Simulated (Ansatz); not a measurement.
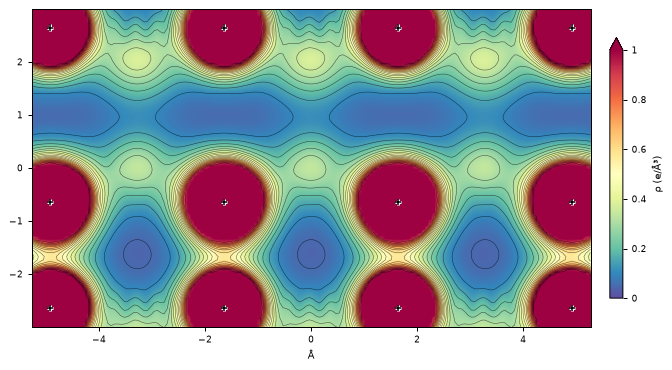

The valence electron density on a plane through atoms (crosses mark nuclei in the plane).

Theory: DFT PBE, scalar-relativistic, plane waves, PAW in Ansatz 0.2.0.

Candidates:
A. Ag, a = 3.04 Å, b = 3.04 Å, c = 4.15 Å, α = 90.00°, β = 90.00°, γ = 90.00°. Space group I4/mmm; changed on purpose from its base cell (strain +0.0375 x Voigt [1, 1, 0, 0, 0, 0], atoms carried along); computed pressure about −5 GPa in this cell; computed without spin polarisation.
B. ZnO, a = 3.28 Å, b = 3.28 Å, c = 5.29 Å, α = 90.00°, β = 90.00°, γ = 120.00°. Space group P6₃mc.

**Which candidate gave the map?**

Candidate B: ZnO on the (010) plane of the conventional cell, which holds Zn and O. Zn–O (2.01 Å): ρ is about 0.58 e/Å³ halfway.
